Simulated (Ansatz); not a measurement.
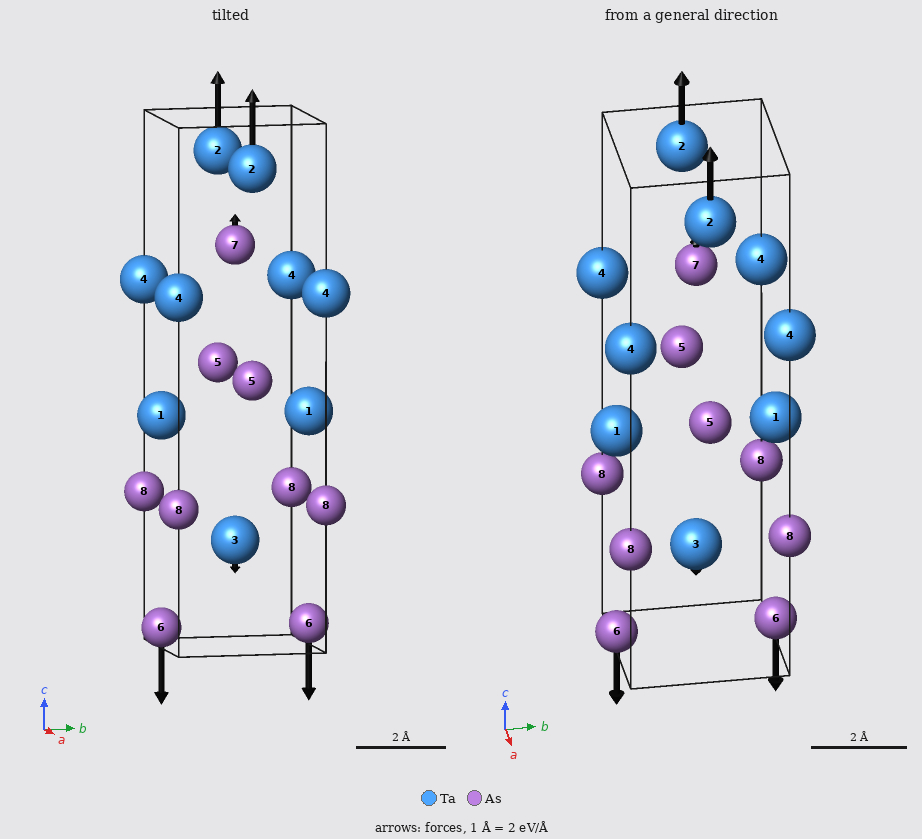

Structure drawing (spheres-only), viewed slightly off an axis and from a general direction. Lines trace the edges of the simulation cell. The arrows are the computed forces on the atoms.

System: TaAs. All computed values are from DFT PBEsol, scalar-relativistic, plane waves, PAW (Ansatz 0.2.0). Settings: 420 eV cutoff, k-points on a 14×14×4 grid, Gaussian smearing of 0.15 eV, no spin polarisation.

Q: Are the atoms in equilibrium?

A: No. The atoms still feel forces of up to about 2.7 eV/Å, far above a usual threshold of 0.01 to 0.03 eV/Å.

The structure comes from a structure listed in the Materials Project. The cell was then strained or its atoms displaced on purpose. It was run through Ansatz as a DFT input.
